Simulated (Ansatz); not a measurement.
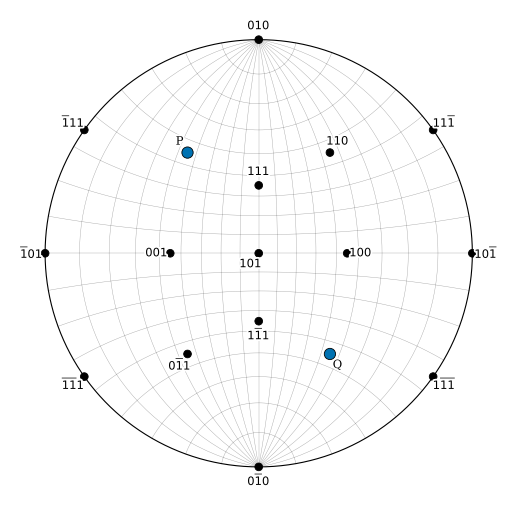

Crystal: Rh, the input geometry of an electronic-structure calculation (not necessarily at equilibrium); the starting structure was generated, so it need not be a known form of this composition. Stereographic projection of plane normals (upper hemisphere) centred on (1 0 1). The drawing is computed from the coordinates (standard cell, symmetry found to 0.002 Å).

a = 4.976 Å, b = 4.976 Å, c = 4.976 Å, α = 90.00°, β = 90.00°, γ = 90.00°.

> Index the poles marked P, Q.

P is (0 1 1), 60.0° from the centre; Q is (1 −1 0), 60.0° from the centre.

> What is the angle between the normals of (0 1 1) and (1 1 −1), and what are their d_hkl = 1/|g|?

90.0°; d = 3.518 Å and 2.873 Å.
